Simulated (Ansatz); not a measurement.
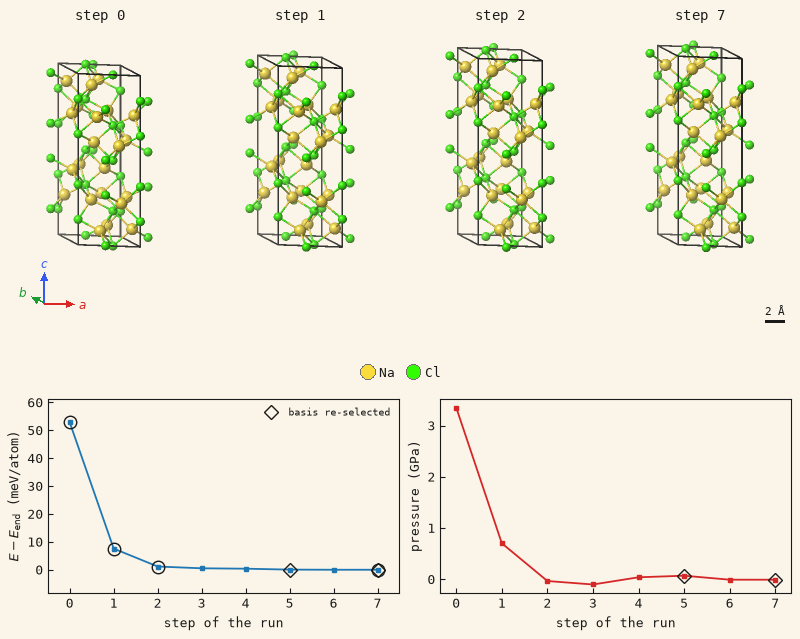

Frames of a relaxation of crystalline Na$_{3}$Cl$_{2}$ (built on the corundum_167 type), marked on the history of the run. Style: ball-and-stick. Shown: the conventional cell (3 times the calculation's cell), slightly off an axis. Lengths and directions refer to the drawn axes.

Case: anti-corundum type (R-3c, No. 167).

These are results of DFT PBE, scalar-relativistic, plane waves, PAW in Ansatz, not measurements.

Input
```yaml
crystal:
  lattice:
    - [3.4329609983, 1.9820209565, 6.2485045468]
    - [-3.4329609983, 1.9820209565, 6.2485045468]
    - [0.0, -3.9640419131, 6.2485045468]
  atoms:
    - { symbol: Na, position: [0.05625, 0.44375, 0.75] }
    - { symbol: Na, position: [0.75, 0.05625, 0.44375] }
    - { symbol: Na, position: [0.44375, 0.75, 0.05625] }
    - { symbol: Na, position: [0.94375, 0.55625, 0.25] }
    - { symbol: Na, position: [0.25, 0.94375, 0.55625] }
    - { symbol: Na, position: [0.55625, 0.25, 0.94375] }
    - { symbol: Cl, position: [0.85218, 0.85218, 0.85218] }
    - { symbol: Cl, position: [0.64782, 0.64782, 0.64782] }
    - { symbol: Cl, position: [0.14782, 0.14782, 0.14782] }
    - { symbol: Cl, position: [0.35218, 0.35218, 0.35218] }
basis:
  ecutwfc: 420
kpoints:
  mp_grid: { grid: [6, 6, 6] }
hamiltonian:
  xc: pbe
scf:
  occupations: { method: gaussian, width: 0.01 }
output:
  forces: true
  stress: true
  eigenvalues: true
relax:
  adjacent_minimum: "off"
  f_tol: 0.01
  max_steps: 80
  cell: { stress_tol: 0.05 }
```

Run as
```bash
ansatz run input.yaml --threads 1 --pin off --max-ram 2560MiB --backend cpu --events-out ev --progress --plain --runs-dir out
```

> What happens along the run?

The largest moves relative to the cell, 0.24 Å, are those of Cl7, Cl8, Cl9 and Cl10. Cl8 goes along +c. Largest moves by element: Cl 0.24 Å, Na 0.09 Å. Cell: a = b 6.866 → 7.033 Å (+2.4 %), c 18.746 → 20.652 Å (+10.2 %). Volume +15.6 %. Some distances before and after: Na1–Cl10 2.676 → 2.867 Å, Na1–Cl7 2.844 → 2.918 Å. Bond angles that change, for instance: Na1–Cl9–Na5 164.2° → 173.1°, Na1–Cl9–Na2 101.2° → 92.9°, Cl7–Na4–Cl8 120.4° → 127.1°. The space group stays R-3c (No. 167). Over 5 accepted moves (7 points after the start) the energy falls by 52.8 meV per atom. The largest force component goes from 0.32 to 0.00081 eV/Å. Pressure: 3.35 GPa at the start and −0.01 GPa at the end. The SCF was repeated twice at an unchanged geometry on a basis and grid sized afresh for the cell, which shifted the energy by 0.3 meV per atom at most. Cost: 3.5 min on 1 thread of Arm Neoverse V1, with other jobs on the host, peak memory 0.7 GiB. From step 0 to 1: Cl atoms move most (0.16 Å), volume +11.1 %, energy −45.3 meV per atom. From step 1 to 2: Na and Cl atoms move most (0.03 Å), volume +4.2 %, energy −6.4 meV per atom. From step 2 to 7: Cl atoms move most (0.05 Å), volume −0.2 %, energy −1.2 meV per atom.

| step | E − E(0), meV/atom | largest force component, eV/Å | pressure, GPa | volume, Å³/atom | note |
| --- | --- | --- | --- | --- | --- |
| 0 | 0.00 | 0.3233 | 3.35 | 25.510 |  |
| 1 | -45.27 | 0.1028 | 0.70 | 28.353 |  |
| 2 | -51.69 | 0.0680 | -0.03 | 29.537 |  |
| 3 | -52.33 | 0.0202 | -0.10 | 29.594 |  |
| 4 | -52.47 | 0.0081 | 0.04 | 29.367 |  |
| 5 | -52.80 | 0.0081 | 0.07 | 29.367 | same geometry, new basis |
| 6 | -52.85 | 0.0008 | -0.01 | 29.486 |  |
| 7 | -52.85 | 0.0008 | -0.01 | 29.486 | same geometry, new basis |
